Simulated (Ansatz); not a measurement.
A periodic structure is given below.

```yaml
crystal:
  lattice:
    - [4.54886, 0.00000, 0.00000]
    - [0.00000, 4.54886, 0.00000]
    - [0.00000, 0.00000, 2.91674]
  atoms:
    - { symbol: Ti, position: [0.50000, 0.50000, 0.50000] }
    - { symbol: Ti, position: [0.00000, 0.00000, 0.00000] }
    - { symbol: O, position: [0.30401, 0.30401, 0.00000] }
    - { symbol: O, position: [0.80401, 0.19599, 0.50000] }
    - { symbol: O, position: [0.19599, 0.80401, 0.50000] }
    - { symbol: O, position: [0.69599, 0.69599, 0.00000] }
```

> Summarise the structure in words.

Chemical formula TiO$_{2}$. It is primitive tetragonal, space group P4_2/mnm (No. 136). Structure type: rutile. The cell holds 6 atoms (2 Ti, 4 O), Z = 2. Coordination numbers (contacts within bonding distance): Ti 8 and O 3.

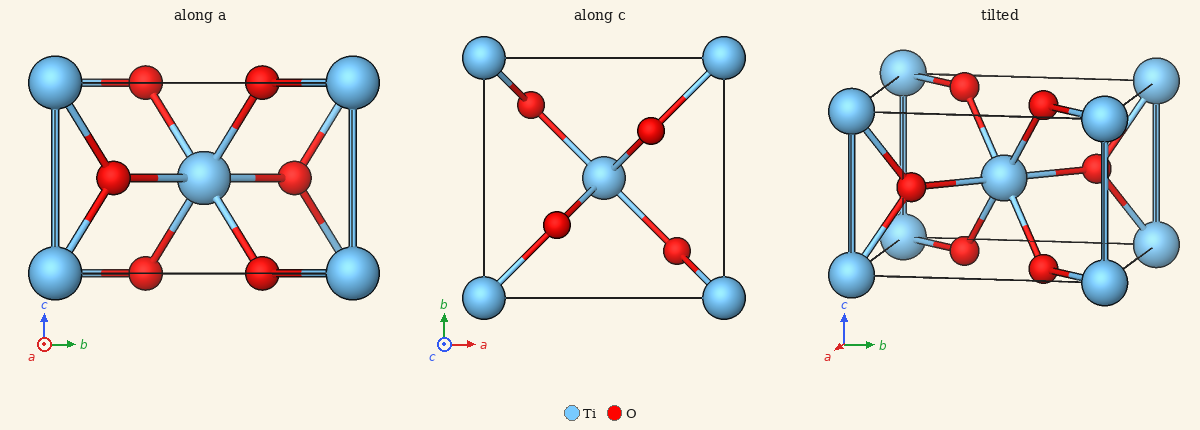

The crystal in a ball-and-stick representation, seen along the a axis, along the c axis and slightly off an axis. The parallelepiped is the conventional unit cell. Colours: titanium blue, oxygen red.

Starting structure: a structure listed in the Materials Project, with elements exchanged, so it need not be a known form of the compound. Atoms and cell were optimised with Ansatz 0.2.0, DFT LDA, scalar-relativistic, plane waves, PAW.
